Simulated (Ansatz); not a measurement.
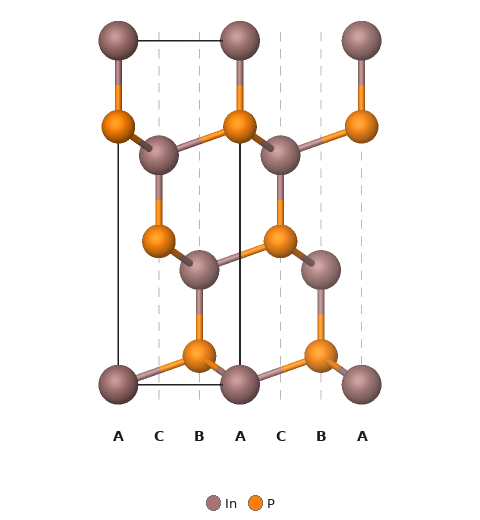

The picture looks along a close-packed row of the hexagonal mesh; [111] points upwards. The dashed lines mark the three columns A (0, 0), B (1/3, 2/3) and C (2/3, 1/3). The box is the hexagonal cell of the face-centred cubic lattice. The sequence starts with the first layer at or above the cell's origin.

InP. Coordinates: the geometry relaxed with DFT, PBEsol, plane waves, PAW (Ansatz 0.2.0); the starting structure was generated, so it need not be a known form of this composition.

> List the layers of one repeat.

In(A) – P(B) – In(B) – P(C) – In(C) – P(A) (six layers in 10.18 Å).

> How are the P layers alone stacked?

P layers alone: BCA, the cubic close-packed type.

> Which positions between or in the P layers do the other atoms fill?

In: three tetrahedral sites in each hexagonal cell.

> What short polytype symbol fits?

Polytype symbol 3C, the symbol of a tetrahedral polytype (number of double layers in the repeat and lattice).

Heights of the layers:

| layer | atoms (column) | height (Å) | to next (Å) |
| --- | --- | --- | --- |
| 1 | In(A) | 0.00 | 0.85 |
| 2 | P(B) | 0.85 | 2.55 |
| 3 | In(B) | 3.39 | 0.85 |
| 4 | P(C) | 4.24 | 2.55 |
| 5 | In(C) | 6.79 | 0.85 |
| 6 | P(A) | 7.64 | 2.55 |
